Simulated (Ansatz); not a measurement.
Y16H: several calculations on one system

Part 1: Relaxation

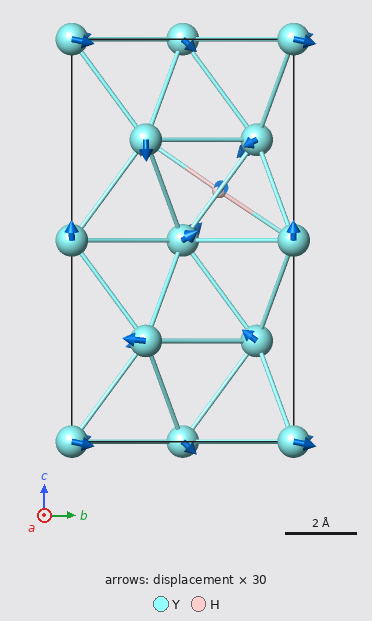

This is a relaxation of a defect cell of composition Y16H. The starting structure is drawn; blue arrows show the displacements, magnified 30 times.

Style: ball-and-stick. Shown: the cell of the calculation, along the a axis.

It is an interstitial H in hcp Y. The run prepares the start of a later molecular dynamics calculation, from a guessed geometry. The atoms of the start lie slightly off their symmetric places, so part of the fall in energy undoes that.

All numbers below come from Ansatz 0.2.0, DFT PBE, scalar-relativistic, plane waves, PAW.

The input:
```yaml
crystal:
  lattice:
    - [-3.65, -6.321985, 0.0]
    - [5.475, -3.160993, 0.0]
    - [0.0, 0.0, 11.4683]
  atoms:
    - { symbol: "Y", position: [0.75, 0.5, 0.0] }
    - { symbol: "Y", position: [0.5, 0.3333333, 0.25] }
    - { symbol: "Y", position: [0.75, 0.5, 0.5] }
    - { symbol: "Y", position: [0.5, 0.3333333, 0.75] }
    - { symbol: "Y", position: [0.5, 0.0, 0.0] }
    - { symbol: "Y", position: [0.25, 0.8333333, 0.25] }
    - { symbol: "Y", position: [0.5, 0.0, 0.5] }
    - { symbol: "Y", position: [0.25, 0.8333333, 0.75] }
    - { symbol: "Y", position: [0.25, 0.5, 0.0] }
    - { symbol: "Y", position: [0.0, 0.3333333, 0.25] }
    - { symbol: "Y", position: [0.25, 0.5, 0.5] }
    - { symbol: "Y", position: [0.0, 0.3333333, 0.75] }
    - { symbol: "Y", position: [0.0, 0.0, 0.0] }
    - { symbol: "Y", position: [0.75, 0.8333333, 0.25] }
    - { symbol: "Y", position: [0.0, 0.0, 0.5] }
    - { symbol: "Y", position: [0.75, 0.8333333, 0.75] }
    - { symbol: H, position: [0.0131327, 0.6649965, 0.6231119] }
basis:
  ecutwfc: 420.0
kpoints:
  mp_grid: { grid: [2, 2, 1] }
hamiltonian:
  xc: pbe
scf:
  occupations: { method: fermi_dirac, width: 0.1 }
  lower_state_search: "off"
relax:
  f_tol: 0.08
  max_steps: 25
  adjacent_minimum: "off"
```

Command:
```bash
ansatz run input.yaml --threads 2 --pin off --max-ram 5120MiB --backend cpu --events-out ev --progress --plain --runs-dir out
```

> Describe the change and its energy.

The energy falls by 13.5 meV per cell of the calculation in 2 geometry steps. The largest force component goes from 0.096 to 0.066 eV/Å. The atom that moves furthest is Y8 (0.028 Å along [−1 −2 −1]). By element the largest moves are Y 0.028 Å, H 0.024 Å. The lattice vectors keep their values. Among the contacts that change: Y8–Y11 3.558 → 3.508 Å, Y2–Y11 3.558 → 3.594 Å, Y16–H17 2.634 → 2.600 Å, Y11–Y12 3.558 → 3.526 Å.

Limits of the set-up: the k-point mesh is coarse for a cell with partly filled bands; the periodic images lie only 6.3 Å apart, so the values are limited by the cell's size.

Part 2: Dynamics

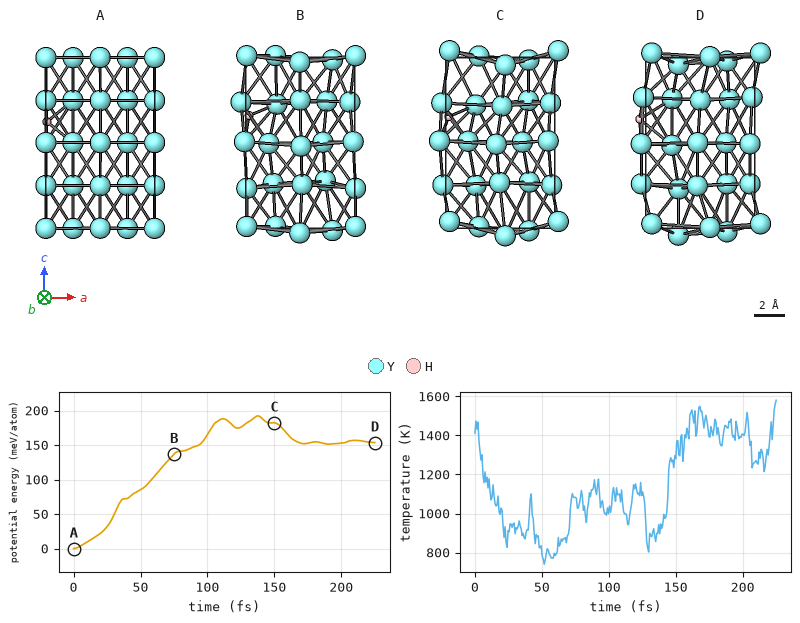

A Born-Oppenheimer molecular dynamics run of Y with an interstitial H (17 atoms in the cell), 225 fs long. Frames (A at 0 fs, B at 75 fs, C at 150 fs, D at 225 fs) and the history of the run. The picture is a ball-and-stick view of the simulation cell, seen along the b axis. Bonds to atoms that aren't drawn are left out.

Method: DFT PBE, scalar-relativistic, plane waves, PAW (Ansatz). Run with plane-wave cutoff 420 eV; k-point mesh 2 × 2 × 1; Fermi-Dirac smearing 0.1 eV; Langevin thermostat (NVT); set temperature 1500 K; time step 0.75 fs; friction 0.01 per fs.

The input:
```yaml
crystal:
  lattice:
    - [-3.65, -6.321985, 0.0]
    - [5.475, -3.160993, 0.0]
    - [0.0, 0.0, 11.4683]
  atoms:
    - { symbol: "Y", position: [0.75001549, 0.50212748, -0.00108184] }
    - { symbol: "Y", position: [0.5001653, 0.3302929, 0.24950255] }
    - { symbol: "Y", position: [0.75124726, 0.50228388, 0.5008005] }
    - { symbol: "Y", position: [0.50062953, 0.33252153, 0.74858963] }
    - { symbol: "Y", position: [0.5000444, 0.00301299, 0.00042558] }
    - { symbol: "Y", position: [0.25071989, 0.83118793, 0.25091441] }
    - { symbol: "Y", position: [0.50070181, 0.0004966, 0.50135574] }
    - { symbol: "Y", position: [0.24858839, 0.83028429, 0.74848439] }
    - { symbol: "Y", position: [0.25072143, 0.50206672, -0.00105823] }
    - { symbol: "Y", position: [0.00021156, 0.32977778, 0.25022716] }
    - { symbol: "Y", position: [0.24856209, 0.50293943, 0.50147641] }
    - { symbol: "Y", position: [0.00040255, 0.33342453, 0.74816322] }
    - { symbol: "Y", position: [0.00015933, 0.00342339, -0.00039755] }
    - { symbol: "Y", position: [0.75003473, 0.83107551, 0.25095506] }
    - { symbol: "Y", position: [0.00041329, -4.89e-05, 0.50169938] }
    - { symbol: "Y", position: [0.75057497, 0.831233, 0.74938905] }
    - { symbol: H, position: [0.00994067, 0.66556384, 0.62366644] }
basis:
  ecutwfc: 420.0
kpoints:
  mp_grid: { grid: [2, 2, 1] }
hamiltonian:
  xc: pbe
scf:
  occupations: { method: fermi_dirac, width: 0.1 }
  lower_state_search: "off"
md:
  timestep: 0.75
  n_steps: 300
  ensemble: nvt_langevin
  temperature: 1500.0
  initial_velocities: maxwell_boltzmann
  seed: 524236
  friction: 0.01
```

Command:
```bash
ansatz run input.yaml --threads 2 --pin off --max-ram 5120MiB --backend cpu --events-out ev --progress --plain --runs-dir out
```

### What do the frames and curves show?

The mean temperature in the second half is 1280 K (standard deviation 204 K). The temperature is still climbing (1006 K in the second quarter, 1398 K in the last), so the run isn't equilibrated. The potential energy is still drifting at the end, so the run hasn't reached equilibrium. The potential energy in the second half lies on average 166 meV per atom above the first frame. In the second half of the run the atoms are, in the root-mean-square, this far from where they began (common drift taken out): H 0.46 Å, Y 0.39 Å. That is small against the typical shortest distance between atoms in the first frame, about 3.5 Å: the atoms vibrate about their sites and the arrangement holds.

Limits of the set-up: the k-point mesh is coarse for a cell with partly filled bands; the periodic images lie only 6.3 Å apart, so the values are limited by the cell's size.

The run took 21 min on 2 threads of Intel(R) Xeon(R) Platinum 8375C CPU @ 2.90GHz (Ice Lake) (shared host), peak memory 1.1 GiB.

Part 3: Dynamics

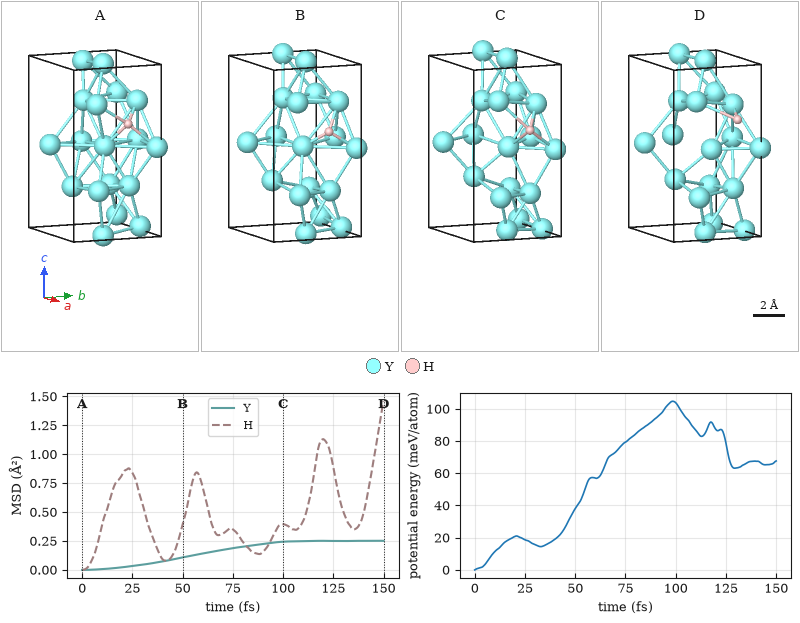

A Born-Oppenheimer molecular dynamics run of Y with an interstitial H (17 atoms in the cell), 150 fs long. It starts from the last geometry of an earlier run, with fresh velocities. Frames (A at 0 fs, B at 50 fs, C at 100 fs, D at 150 fs) and the history of the run. A ball-and-stick model of the simulation cell, seen slightly off an axis. Bonds to atoms that aren't drawn are left out.

All numbers below come from Ansatz, DFT PBE, scalar-relativistic, plane waves, PAW. Run with plane-wave cutoff 420 eV; k-point mesh 2 × 2 × 1; Fermi-Dirac smearing 0.1 eV; Langevin thermostat (NVT); set temperature 2100 K; time step 0.5 fs; friction 0.02 per fs.

> Describe the run.

Over the second half the temperature averages 2088 K (spread ±350 K). The potential energy in the second half lies on average 82.7 meV per atom above the first frame. Root-mean-square distances from the starting positions over the second half, with the common drift of all atoms taken out: H 0.73 Å, Y 0.49 Å. The run lasts only 150 fs, too short to tell vibration from diffusion.

Limits of the set-up: the k-point mesh is coarse for a cell with partly filled bands; the periodic images lie only 6.3 Å apart, so the values are limited by the cell's size.

The run took 20 min on 2 threads of Intel(R) Xeon(R) Platinum 8375C CPU @ 2.90GHz (Ice Lake), with other jobs on the host, peak memory 1.1 GiB.
